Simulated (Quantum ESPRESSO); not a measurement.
**Al: 7 runs along one coordinate**

System: Al (2 atoms in the cell).
Method: Kohn-Sham DFT of a periodic cell, PBE, SSSP 1.3 efficiency PBE, no spin polarisation (Quantum ESPRESSO 7.5).

The 7 runs differ only in the geometry, by an even scaling of the cell at fixed fractional positions. The structure derives from a Materials Project entry.

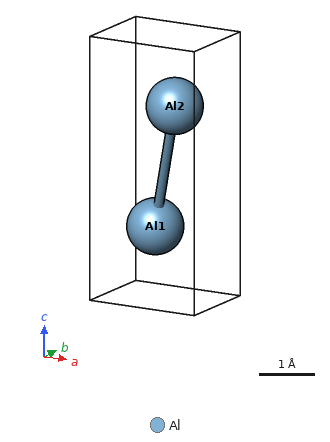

Figure 1. The structure of run 4 (ball-and-stick view of the cell of the calculation, seen slightly off an axis; atoms are numbered from 1 in the order of the input).

## Input of run 4
```
&CONTROL
  calculation = 'scf'
  prefix = 'pwscf'
  outdir = './tmp'
  pseudo_dir = './pseudo'
  tprnfor = .true.
  tstress = .true.
  disk_io = 'low'
/
&SYSTEM
  ibrav = 0
  nat = 2
  ntyp = 1
  ecutwfc = 55
  ecutrho = 440
  nbnd = 8
  occupations = 'smearing'
  smearing = 'fd'
  degauss = 0.00367493
/
&ELECTRONS
  conv_thr = 4d-10
  electron_maxstep = 120
  mixing_beta = 0.5
/
ATOMIC_SPECIES
Al    26.9815 Al.pbe-n-kjpaw_psl.1.0.0.UPF
CELL_PARAMETERS angstrom
   2.8124553515    0.0000000000    0.0000000000
  -1.4062276757    2.4356577814    0.0000000000
   0.0000000000    0.0000000000    4.8668500000
ATOMIC_POSITIONS crystal
Al     0.3333333333    0.6666666667    0.2500000000
Al     0.6666666667    0.3333333333    0.7500000000
K_POINTS automatic
11 11 6 0 0 0
```

## File pp_density.in of run 4
```
&INPUTPP
  prefix = 'pwscf'
  outdir = './tmp'
  filplot = 'density.dat'
  plot_num = 0
/
&PLOT
  nfile = 1
  filepp(1) = 'density.dat'
  iflag = 3
  output_format = 6
  fileout = 'density.cube'
/
```

## File pp_potential.in of run 4
```
&INPUTPP
  prefix = 'pwscf'
  outdir = './tmp'
  filplot = 'potential.dat'
  plot_num = 11
/
&PLOT
  nfile = 1
  filepp(1) = 'potential.dat'
  iflag = 3
  output_format = 6
  fileout = 'potential.cube'
/
```

Command:
```bash
OMP_NUM_THREADS=1 pw.x -in pw.in > pw.out
OMP_NUM_THREADS=1 pp.x -in pp_density.in > pp_density.out
OMP_NUM_THREADS=1 pp.x -in pp_potential.in > pp_potential.out
```

Lattice vectors (Å) and fractional positions of run 4:
```
   2.812455    0.000000    0.000000
  -1.406228    2.435658    0.000000
   0.000000    0.000000    4.866850
Al  0.333333  0.666667  0.250000
Al  0.666667  0.333333  0.750000
```

Run 6 has the same physical settings and fractional positions; its lattice vectors (Å) are:
```
   2.849466    0.000000    0.000000
  -1.424733    2.467710    0.000000
   0.000000    0.000000    4.930895
```

## Results, with one run withheld

| run | volume per atom (Å³) | free energy per atom, from the lowest run given (meV) | pressure (GPa) |
| --- | --- | --- | --- |
| 1 | 15.669 | 16.70 | 5.53 |
| 2 | 16.003 | 7.31 | 3.52 |
| 3 | 16.336 | 1.88 | 1.72 |
| 4 | 16.669 | 0.00 | 0.11 |
| 5 | 17.003 | 1.31 | −1.34 |
| 6 | 17.336 | ? | ? |
| 7 | 17.670 | 12.20 | −3.80 |

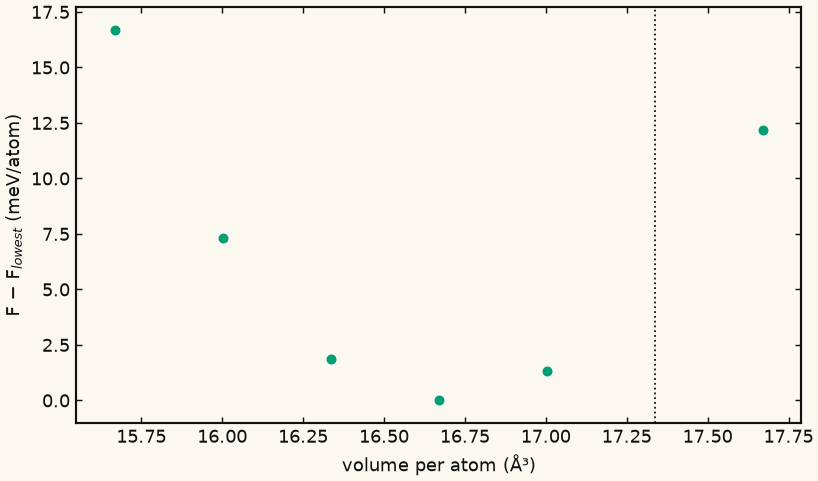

Figure 2. Free energy per atom of the runs given; the dotted line marks run 6.

What should run 6 give?

A cubic polynomial in V^(−2/3) (the Birch–Murnaghan form), fitted to the 6 runs given, misses them by at most 0.01 meV per atom. With x = V^(−2/3) − 0.15406 Å⁻², it reads F = 0.34805 + 734.04 x + 3.8112e+05 x² + 4.9632e+05 x³ (meV per atom). At run 6 it gives 5.46 meV per atom, and the run itself gives 5.48. The slope of the fit gives a pressure −dF/dV of −2.64 GPa there, and the run prints −2.64 GPa. The fit has its minimum at 16.694 Å³ per atom, where V d²F/dV² gives 75.9 GPa. Cell shape and fractional positions are held, so this is the stiffness under even scaling; the relaxed bulk modulus wasn't computed.

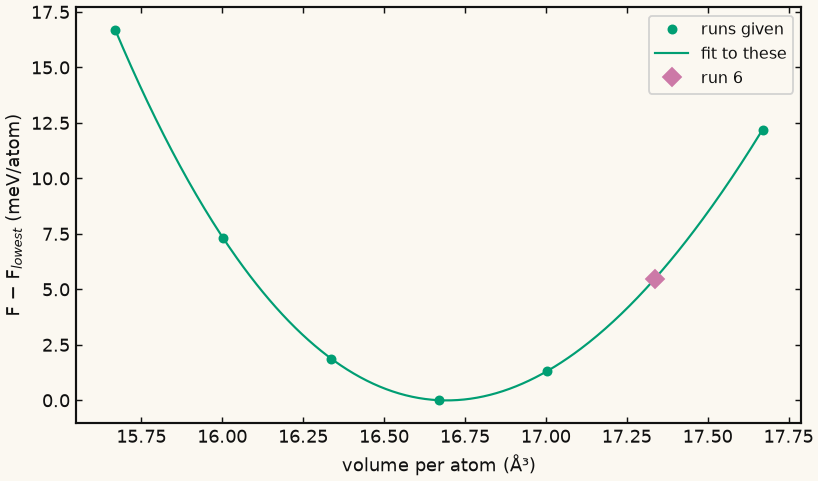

Figure 3. The fit and the withheld run.

## Some lines of the output (run 6)
```
[...]
     unit-cell volume          =     233.9806 (a.u.)^3
     number of k points=    64  Fermi-Dirac smearing, width (Ry)=  0.0037
     total energy              =     -79.00114242 Ry
     total energy              =     -79.00054553 Ry
     total energy              =     -79.00060613 Ry
     total energy              =     -79.00060924 Ry
     total energy              =     -79.00060926 Ry
     the Fermi energy is     7.4240 ev
!    total energy              =     -79.00060926 Ry
     The total energy is F=E-TS. E is the sum of the following terms:
     Computing stress (Cartesian axis) and pressure
          total   stress  (Ry/bohr**3)                   (kbar)     P=      -26.43
```
